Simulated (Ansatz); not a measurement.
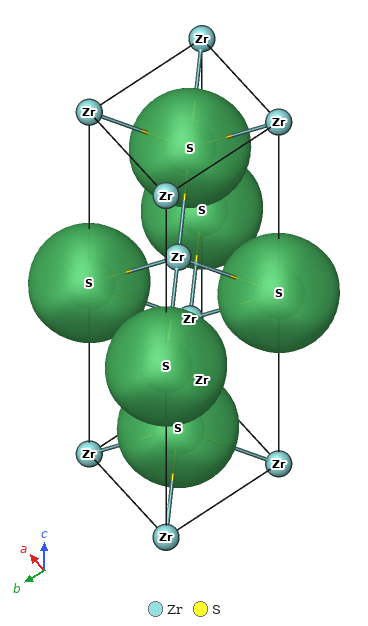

The picture shows: ZrS. Isosurface of the ELF at 0.6 (green), seen at an oblique angle. Core shells and regions of very low density are left out. Sticks mark near contacts.

Space group R-3m; computed pressure about 9 GPa in this cell; PAW files of the earlier set (soft_1).

Theory: DFT PBEsol, scalar-relativistic, plane waves, PAW (Ansatz 0.2.0).

In a PAW calculation such maps are meaningful between the atoms, not at the nuclei.

> Identify the bonds, lone pairs and shells in this picture.

The ELF exceeds this value in three regions wrapped around S (the valence shell of each), counted in one cell of 6 atoms. Any copies at cell faces, edges or corners count once. Along the contacts the grid gives the following. Zr–S (2.55 Å): the ELF peaks at about 0.85 in the valence shell of S, 0.8 Å from its nucleus, and is about 0.25 at the midpoint (no localised pair shows between them).
